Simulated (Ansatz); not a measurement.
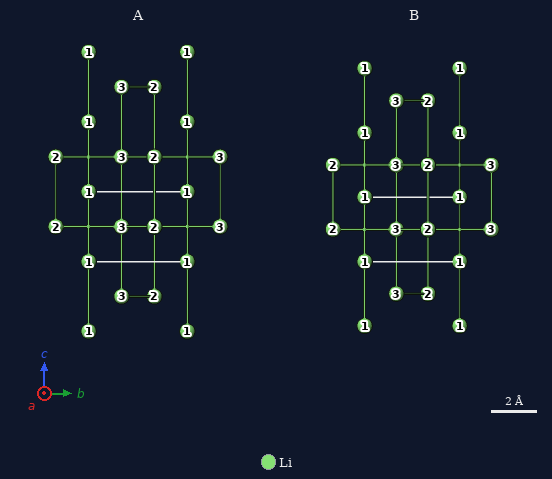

Two geometries of a crystal of Li (built on the omega_191 type), drawn at one scale. One is the start of a relaxation, the other its converged end. The picture is a ball-and-stick view of the cell of the calculation, repeated 1 × 1 × 2 with one cell outlined, seen along the a axis.

Level of theory: DFT PBEsol, scalar-relativistic, plane waves, PAW (Ansatz 0.2.0). Settings: plane-wave cutoff 420 eV; k-point mesh 12 × 12 × 14; occupations gaussian; smearing width 0.1 eV; no spin polarisation; cell and atoms relaxed; force threshold 0.01 eV/Å; at most 80 steps.

Which one is relaxed?

Structure B is the relaxed one. Case: omega type (P6/mmm, No. 191). No atom moves by more than 0.005 Å relative to the cell. The volume changes by −14.5 %, with a = b 5.114 → 4.926 Å (−3.7 %), c 3.135 → 2.890 Å (−7.8 %). Among the contacts that change: Li1–Li1 3.135 → 2.890 Å, Li2–Li3 2.952 → 2.844 Å. The space group stays P6/mmm (No. 191). Over 3 accepted moves (4 points after the start) the energy falls by 20.9 meV per atom. All forces vanish by symmetry, so only the cell relaxes. The pressure goes from −1.60 to 0.00 GPa. The SCF was repeated once at an unchanged geometry on a basis and grid sized afresh for the cell, which shifted the energy by 0.1 meV per atom at most. The run took roughly 21 core-seconds on a shared host.
